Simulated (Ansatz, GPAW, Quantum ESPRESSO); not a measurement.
**GaN: valence-band photoemission**

Wanted: projected DOS of GaN, weighted into photoemission and X-ray emission spectra, at several levels of theory.

Main program and level: Ansatz 0.2.0, Quantum ESPRESSO 7.5 and GPAW 26.7.0; DFT, PBEsol, plane-wave PAW, default files, scalar-relativistic, in the first sound run; inputs show where later runs differ.

## (1) Starting point

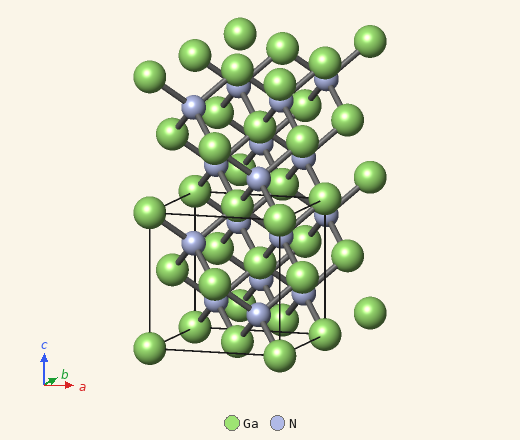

The starting structure, seen slightly off an axis (gallium green, nitrogen light blue). 1×2×2 cells are drawn. This picture shows the conventional cell, with its axes. Bonds to atoms that aren't drawn are left out. Some periodic images of atoms are drawn too.

## (2) Self-consistent run, DOS and bands

First the ground state, then the DOS by atom and shell, which the cross sections turn into spectra. The DOS is taken on a denser mesh than the density.

The input, input.yaml:

```yaml
crystal:
  lattice:
    - [0.0, 2.2535006075, 2.2535006075]
    - [2.2535006075, 0.0, 2.2535006075]
    - [2.2535006075, 2.2535006075, 0.0]
  atoms:
    - { symbol: Ga, position: [0.0, 0.0, 0.0] }
    - { symbol: "N", position: [0.25, 0.25, 0.25] }
kpoints:
  mp_grid: { grid: [10, 10, 10] }
  band_path:
    path:
      - [[0.0, 0.0, 0.0], [-0.5, -0.5, 0.0], [-0.375, -0.375, 0.25]]
      - [[-0.375, 0.0, 0.375], [0.0, 0.0, 0.0], [0.0, 0.0, 0.5], [-0.5, -0.25, 0.25], [-0.5, -0.5, 0.0]]
    npoints: 15
scf:
  occupations: { method: fermi_dirac, width: 0.02 }
  n_extra_bands: 8
hamiltonian:
  xc: pbesol
  pseudopotentials: { kind: paw }
output:
  forces: true
  stress: true
  dos:
    projected: true
    de: 0.05
    e_range: [-36, 12]
    nscf_kmesh: { grid: [18, 18, 18] }
  fatbands: true
  write_density: true
  write_potential: true
  elf: true
  volumetric_format: npy
```

The run is started by

```
ansatz run input.yaml --threads 4 --pin off --max-ram 8192MiB --backend cpu --events-out ev --progress --plain --runs-dir out
```

The runs that follow: with spin–orbit coupling; with LDA; quantum ESPRESSO: self-consistent run; quantum ESPRESSO: denser mesh; projected DOS and spectra; quantum ESPRESSO: bands; the same cell in GPAW; GPAW with atomic orbitals; one cell, several programs. Settings of the main run: cutoff 420 eV, 10×10×10 k-mesh, Fermi-Dirac occupations, smearing width 0.02 eV, photon energies (21.2, 40.8, 900, 1486.7, 5414.7) eV, gaussian fwhm 0.6 eV, lorentzian fwhm at zero 0.1 eV, lorentzian slope 0.08 eV per eV, sample temperature 20 K, light linear, analyser angle 54.7 deg from the beam (unpolarised) or the polarisation (linear), emission gaussian fwhm 0.3 eV, DOS k mesh 18×18×18, DOS method tetrahedron, paw.

Before running: what should come out for the results at each level?

GaN is an insulator or semiconductor at the base level (gap 1.66 eV), and its valence spectrum changes with photon energy as the shells' cross sections do. At 21.2 eV the valence spectrum has its highest listed peaks within 10.2 eV at 1.4 eV (N 2p) and 5.8 eV (N 2p). The shell named is the one with most of the intensity, cross sections included, not always the one with most states there.

```
least gap on the mesh and the path                           : 1.66 eV
strongest listed peak within 13 eV of the zero, at 1486.7 eV : 5.9 eV binding, mostly Ga 4s
strongest listed peak within 13 eV of the zero, at 21.2 eV   : 1.4 eV binding, mostly N 2p
PBEsol (1.5 s on 4 threads)                                  : gap 1.66 eV, highest Al Kα peak within 13 eV at 5.9 eV (Ga 4s)
spin–orbit (6.5 s on 4 threads)                              : gap 1.66 eV, highest Al Kα peak within 13 eV at 5.9 eV (Ga 4s)
LDA (1.5 s on 4 threads)                                     : gap 1.73 eV, highest Al Kα peak within 13 eV at 5.9 eV (Ga 4s)
qe                                                           : gap 1.68 eV, highest Al Kα peak within 13 eV at 11.5 eV (Ga 3d)
```

In the main run, from 1486.7 eV towards hard X-rays the Ga 4s share grows by 17 points, as its cross section falls more slowly with photon energy than those of the shells it gains on. With spin-orbit coupling on, the gap on the path stays within 0.02 eV. With LDA, the gap on the path moves from 1.66 to 1.73 eV. The plane-wave programs agree on the gap on the path to 0.02 eV. At 21.2 eV the area is led by N 2p (97 %), at 5414.7 eV by Ga 3d (64 %), a shell that the model's window at 21.2 eV leaves out. These are Kohn–Sham levels; self-energy shifts and satellites are missing. Semilocal functionals underbind filled localised shells, so the Ga 3d peak should lie deeper in a measurement, and spin–orbit coupling splits d and f lines of heavy atoms. Each run has its own recipe for the spectra (widths, photon energies, in some runs the light), so peak heights and places can differ between runs for that reason too. The structure comes from a computed Materials Project entry, not from a measurement. Semilocal Kohn–Sham gaps are too small as a rule.

[Logs are printed without paths, hosts, clocks, repeated set-up lines and the standing remarks that a program may print on its own settings, such as how far it seeks lower states.]

[Hosts, paths, dates, database ids (printed as entryN), source tags and the programs' standing remarks are cut or masked in the printed files.]

[Maps of the electrostatic potential energy from Ansatz leave out the sawtooth potential of an applied field or a dipole correction, so their vacuum need not be flat; work functions include it.]

[Peak lists hold at most the 14 tallest peaks of each spectrum; further lines can be left out.]
